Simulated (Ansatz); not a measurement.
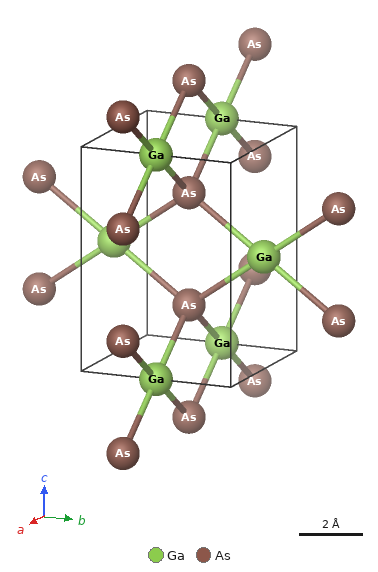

Solid GaAs (a generated structure, set up in P4_2/mmc) (coarse preliminary run), before the relaxation. A ball-and-stick model of the cell of the calculation, seen slightly off an axis.

All numbers below come from DFT PBE, scalar-relativistic, plane waves, PAW (Ansatz 0.2.0).

Input
```yaml
crystal:
  lattice:
    - [5.20429036, 0.0, 0.0]
    - [0.0, 5.20429036, 0.0]
    - [0.0, 0.0, 7.35997801]
  atoms:
    - { symbol: Ga, position: [0.0, 0.5, 0.0] }
    - { symbol: Ga, position: [0.5, 0.0, 0.5] }
    - { symbol: As, position: [0.5, 0.5, 0.25] }
    - { symbol: As, position: [0.5, 0.5, 0.75] }
basis:
  ecutwfc: 420
kpoints:
  mp_grid: { grid: [4, 4, 4] }
hamiltonian:
  xc: pbe
scf:
  occupations: { method: gaussian, width: 0.1 }
  lower_state_search: "off"
output:
  forces: true
  stress: true
  eigenvalues: true
relax:
  adjacent_minimum: "off"
  f_tol: 0.04
  max_steps: 70
  cell: { stress_tol: 0.4 }
```

Run as
```bash
ansatz run input.yaml --threads 1 --pin off --max-ram 2048MiB --backend cpu --events-out ev --progress --plain --runs-dir out
```

**What does the optimiser find from here?**

The energy falls by 700 meV per atom in 6 accepted moves (7 points after the start). All forces vanish by symmetry, so only the cell relaxes. Pressure: −5.76 GPa at the start and 0.06 GPa at the end. The SCF was repeated once at an unchanged geometry on a basis and grid sized afresh for the cell, which shifted the energy by 1.2 meV per atom at most. The atoms keep their places relative to the cell (all moves are under 0.005 Å). The drawn cell changes as follows: a = b 5.204 → 4.324 Å (−16.9 %), c 7.360 → 5.871 Å (−20.2 %); the volume changes by −44.9 %. Some distances before and after: As3–As4 3.680 → 2.935 Å, Ga1–As3 3.187 → 2.613 Å. The space group stays P4_2/mmc (No. 131).

The structure at the end:

```
Ga As
1.0
     4.32352    0.00000    0.00000
     0.00000    4.32352    0.00000
     0.00000    0.00000    5.87099
Ga As
2 2
Direct
  0.00000 0.50000 0.00000
  0.50000 0.00000 0.50000
  0.50000 0.50000 0.25000
  0.50000 0.50000 0.75000
```

The end point in the same view:

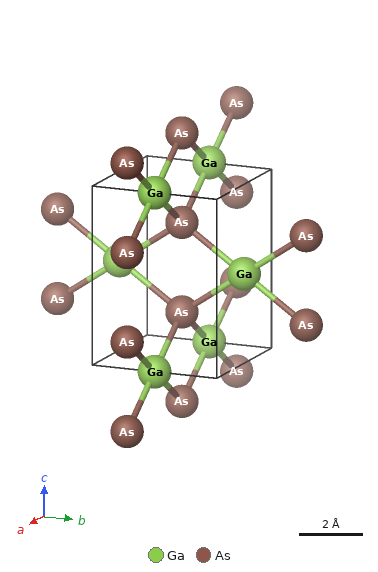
